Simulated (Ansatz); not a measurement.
Consider this structure.

Space group Pca2_1 (No. 29). a = 5.247 Å, b = 5.030 Å, c = 4.908 Å, α = 90.00°, β = 90.00°, γ = 90.00°
| atom | site | symmetry | x | y | z |
| --- | --- | --- | --- | --- | --- |
| Hf | 4a | 1 | 0.0324 | 0.2678 | 0.2462 |
| O | 4a | 1 | 0.3736 | 0.0779 | 0.3710 |
| O | 4a | 1 | 0.7367 | 0.4578 | 0.4958 |

What does this file describe?

Answer. Formula: HfO2. It is primitive orthorhombic, space group Pca2_1 (No. 29). With Z = 4, the cell contains 4 Hf, 8 O. Hf is surrounded by seven O at 2.02 to 2.21 Å. O takes two kinds of site: 4a with three Hf at 2.02 to 2.13 Å; 4a with four Hf in a distorted tetrahedral arrangement at 2.10 to 2.21 Å. Not all metal-metal contacts are counted. The bonds build a three-dimensional framework.

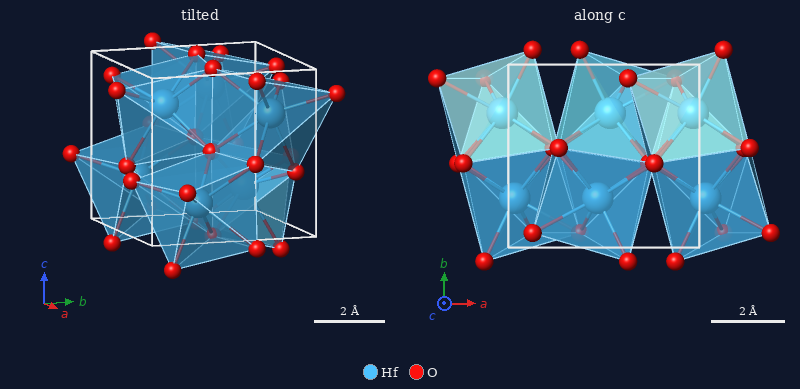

The structure above is drawn in polyhedral style and viewed slightly off an axis and along the c axis. The conventional unit cell is drawn as a box. Some atoms of the next cells are drawn as well. Colours: hafnium blue, oxygen red.

Provenance: a structure listed in the Materials Project. The cell was then strained or its atoms displaced on purpose. It was the input of a calculation with Ansatz.

At this level of theory the cell isn't at rest (compressed, at 7 GPa), so its distances can differ from those at equilibrium, the more so the softer the solid.
